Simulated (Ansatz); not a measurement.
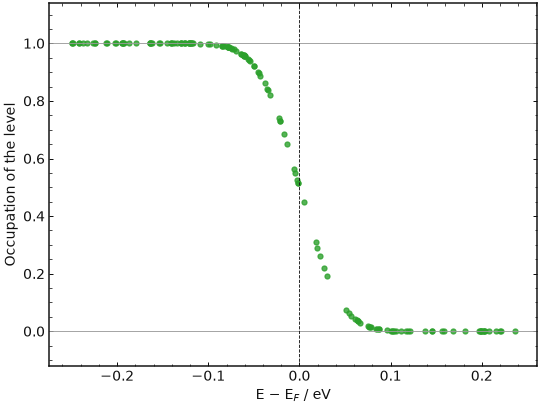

Occupations of the one-electron levels of the k mesh against their energy, from a run on Cr, space group P6_3/mmc, 2 atoms in the cell, with Ansatz.

Name the smearing function and its width.

Gaussian smearing with a width of 0.05 eV. The occupations stay between 0 and 1 and die off fast, as an error function; the slope at the Fermi level is 1/(√π × width).
